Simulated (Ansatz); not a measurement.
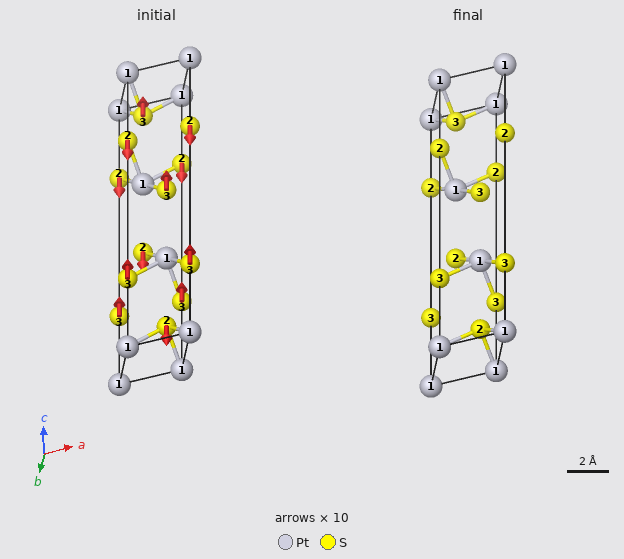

The structure of a crystal of PtS$_{2}$ (a generated structure, set up in R-3m) (coarse preliminary run) before (left) and after (right) a relaxation, at one scale. The red arrows give the displacements (the part carried along by the change of the cell is left out), magnified 10 times.

Style: ball-and-stick. Shown: the conventional cell (3 times the calculation's cell), from a free direction. Lengths and directions refer to the drawn axes.

Level of theory: DFT PBE+D3(BJ), scalar-relativistic, plane waves, PAW (Ansatz).

Input
```yaml
crystal:
  lattice:
    - [1.692, 0.97687666, 5.50899856]
    - [-1.692, 0.97687666, 5.50899856]
    - [0.0, -1.95375331, 5.50899856]
  atoms:
    - { symbol: Pt, position: [0.0, 0.0, 0.0] }
    - { symbol: S, position: [0.75100509, 0.75100509, 0.75100509] }
    - { symbol: S, position: [0.24899491, 0.24899491, 0.24899491] }
basis:
  ecutwfc: 420
kpoints:
  mp_grid: { grid: [6, 6, 6] }
hamiltonian:
  xc: pbe
  dispersion: d3bj
scf:
  occupations: { method: gaussian, width: 0.1 }
  lower_state_search: "off"
output:
  forces: true
  stress: true
  eigenvalues: true
relax:
  adjacent_minimum: "off"
  f_tol: 0.04
  max_steps: 70
  cell: { stress_tol: 0.4 }
```

Command:
```bash
ansatz run input.yaml --threads 1 --pin off --max-ram 2048MiB --backend cpu --events-out ev --progress --plain --runs-dir out
```

Question: Summarise the run.

Answer: The energy falls by 73.7 meV per atom in 2 accepted moves (3 points after the start). The largest force component goes from 0.88 to 0.0035 eV/Å. The pressure goes from 1.66 to −0.07 GPa. The SCF was repeated once at an unchanged geometry on a basis and grid sized afresh for the cell, which shifted the energy by 0.3 meV per atom at most. The largest moves relative to the cell, 0.12 Å, are those of S2 and S3. S3 goes along +c. Pt stays in place. Cell: a = b 3.384 → 3.543 Å (+4.7 %), c 16.527 → 16.083 Å (−2.7 %). Volume +6.7 %. Near-neighbour distances that change, for instance: Pt1–S2 2.400 → 2.390 Å. Bond angles that change, for instance: S2–Pt1–S2 89.7° → 95.6°, S2–Pt1–S3 90.3° → 84.4°, Pt1–S2–Pt1 89.7° → 95.6°. The space group stays R-3m (No. 166). The run took 5 s on 1 thread of Intel(R) Xeon(R) Platinum 8559C (Emerald Rapids) (shared host), peak memory 0.41 GiB.
